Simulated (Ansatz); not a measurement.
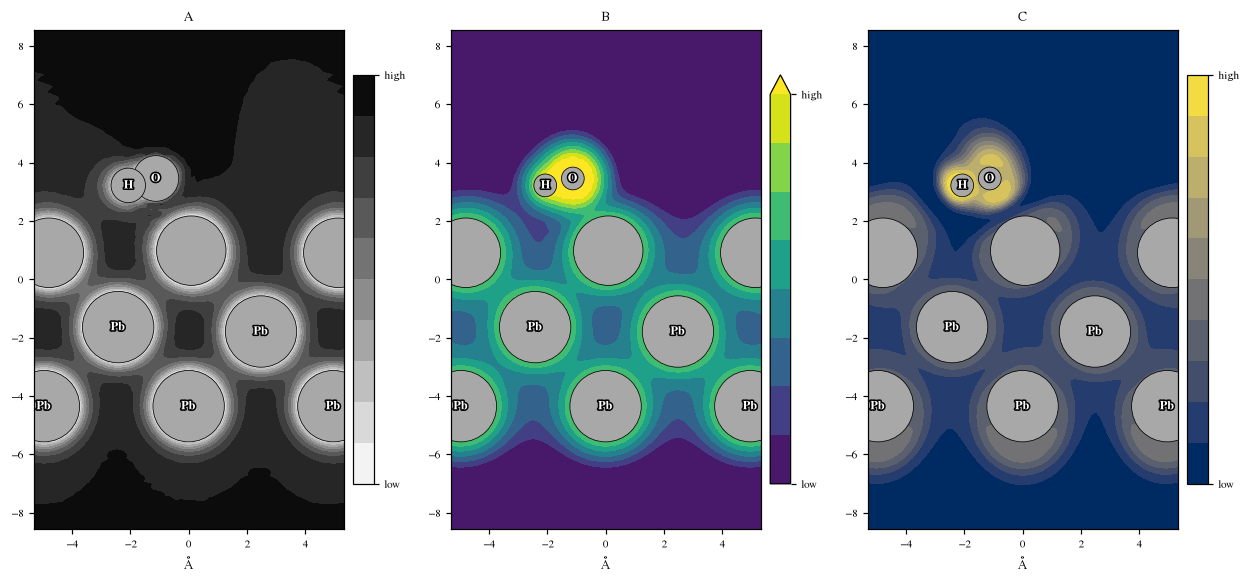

H2Pb6O (slab): 3 fields on the (11̄0) plane of the calculation cell, a cut from vacuum to vacuum, with unlabelled colour scales. Grey discs cover the atomic cores.

These are results of DFT PBE+D3(BJ), scalar-relativistic, plane waves, PAW (Ansatz 0.2.0), not measurements.

```
CELL_PARAMETERS angstrom
7.01418 0.00000 0.00000
0.00000 7.01418 0.00000
0.00000 0.00000 22.95977
ATOMIC_POSITIONS crystal
Pb 0.25000 0.25000 0.34844
Pb 0.25000 0.75000 0.34844
Pb 0.75000 0.25000 0.34844
Pb 0.75000 0.75000 0.34844
Pb 0.49614 0.50389 0.45987
Pb 0.51050 0.00673 0.46085
Pb 0.99847 0.50823 0.45723
Pb 0.01080 0.00230 0.46646
Pb 0.73948 0.79506 0.57738
Pb 0.77044 0.30091 0.57356
Pb 0.20430 0.69721 0.57695
Pb 0.28778 0.23053 0.58055
O 0.14247 0.13119 0.68830
H 0.04847 0.03445 0.67801
H 0.06689 0.24335 0.70110
O 0.95292 0.46636 0.71626
H 0.81886 0.46229 0.72706
H 0.95445 0.53945 0.67974
```

> The panels show electron localisation function, electrostatic potential energy of an electron and valence pseudo-density in some order. Assign them.

Panel A: electrostatic potential energy of an electron (low next to the atoms, rising into the space between them). Panel B: valence pseudo-density. Panel C: electron localisation function.
